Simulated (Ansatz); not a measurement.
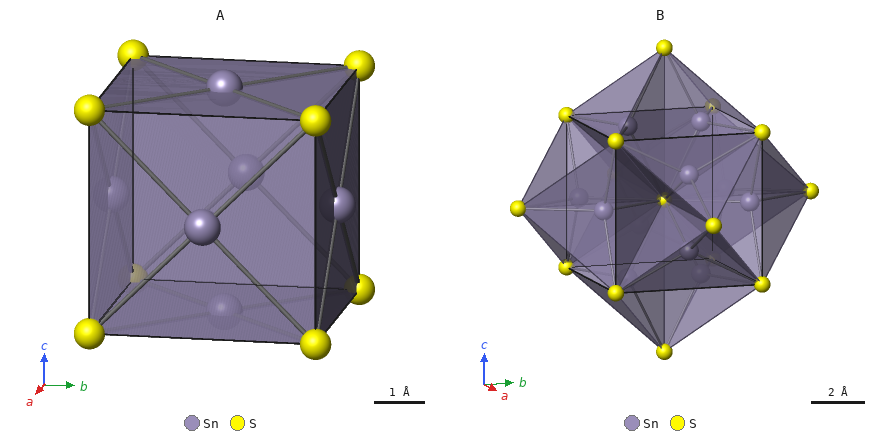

Two structures of Sn3S, each relaxed to rest (conventional cells in solid outline, small ones repeated, not to one scale). Method: DFT PBE, scalar-relativistic, plane waves, PAW (Ansatz), without spin polarisation.

Question: What are A and B?

Answer: A: Cu₃Au (L1₂) type, Pm-3m. B: Cr₃Si (A15) type, Pm-3n.

Question: Compare their energies: which is lower?

Answer: A is lower, by 56 meV/atom at this level of theory (energies at zero smearing). Volumes: A 25.6, B 26.0 Å³/atom.

One or both may be structure types tried for this composition rather than known phases.
